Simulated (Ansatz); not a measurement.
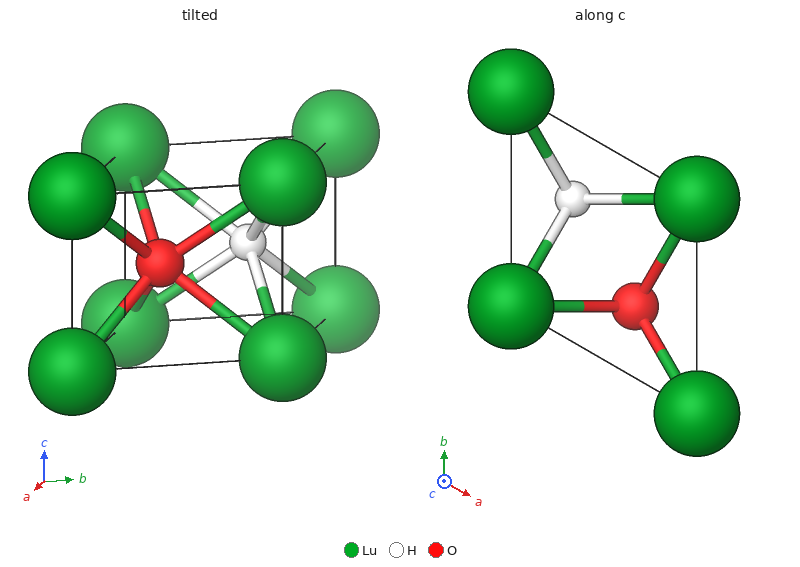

Ball-and-stick representation of a periodic structure, projected slightly off an axis and along the c axis. The conventional unit cell is outlined; an atom on or near a face, edge or corner is repeated at each equivalent position. Cell: a = 3.50 Å, b = 3.50 Å, c = 2.88 Å, α = 90.00°, β = 90.00°, γ = 120.00°.

Its origin is a structure type filled with these elements by a generator (whether the compound takes this form wasn't checked). Earlier steps of the study may have refined or changed the cell and positions. It was run through Ansatz as a DFT input.

Q: Notes on the structure:

A: The structure is one of LuHO. The symmetry is that of P-6m2 (No. 187), on a primitive hexagonal lattice. Atoms per cell: 3 (1 Lu, 1 H, 1 O). Lu is linked to six H and six O (about 2.5 Å to H, 2.5 Å to O). The neighbours of H are six Lu in a distorted trigonal prismatic arrangement at about 2.5 Å. O is coordinated by six Lu in a distorted trigonal prismatic arrangement at about 2.5 Å. The bonds build a three-dimensional framework.

Computational set-up: DFT PBE, scalar-relativistic, plane waves, PAW (Ansatz 0.2.0), a 420 eV plane-wave basis, an 18×18×16 sampling of the Brillouin zone, Gaussian smearing of 0.1 eV, no spin polarisation.

Q: Does it come out as a metal, or with a gap?

A: A metal: bands cross the Fermi level.

Q: State the Bader charges by element.

A: Lu +1.83 e; H -0.49 e; O -1.34 e.

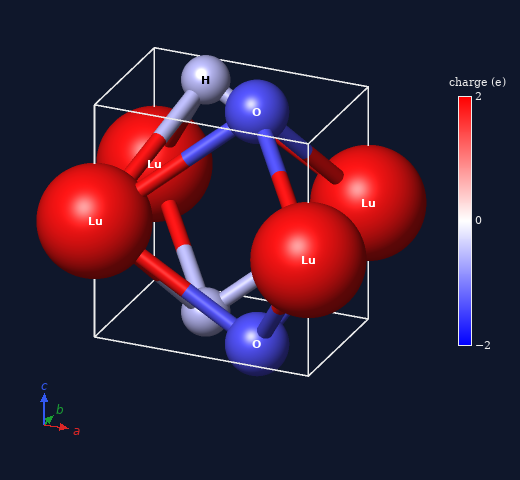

The atoms coloured by those charges. The run's cell of 3 atoms is drawn, so axes and origin can differ from the first picture.

Q: Has the structure come to rest?

A: Yes. All forces vanish to within 0.01 eV/Å. The pressure is 0.0 GPa, close to zero.
